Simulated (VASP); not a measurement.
```
CELL_PARAMETERS angstrom
3.24179 0.00000 0.00000
-1.62090 2.80747 0.00000
0.00000 0.00000 5.08236
ATOMIC_POSITIONS crystal
Mg 0.33333 0.66667 0.25000
Mg 0.66667 0.33333 0.75000
```

Space group P6₃/mmc; a structure from a database of computed crystals, not necessarily the ambient phase; changed on purpose from its base cell (biaxial strain in the a-b plane, c and atoms relaxed: +1.5 %).

Theory: Kohn-Sham DFT of a periodic cell, r2SCAN, VASP PAW PBE potentials, recommended in VASP.

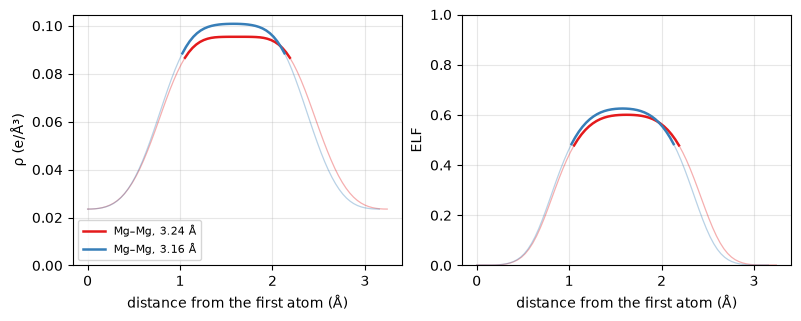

Mg. Valence pseudo-density and electron localisation function along straight lines between neighbouring atoms. Thin, pale parts lie inside the atomic spheres.

The density is the valence pseudo-density of a PAW calculation; it isn't the true density close to the nuclei.

Question: What can be read from the curves?

Answer: Mg–Mg (3.24 Å): ρ at the midpoint is about 0.1 e/Å³; the ELF peaks at about 0.60 between the atoms.
Mg–Mg (3.16 Å): ρ is about 0.1 e/Å³ halfway; the ELF peaks at about 0.65 between the atoms.
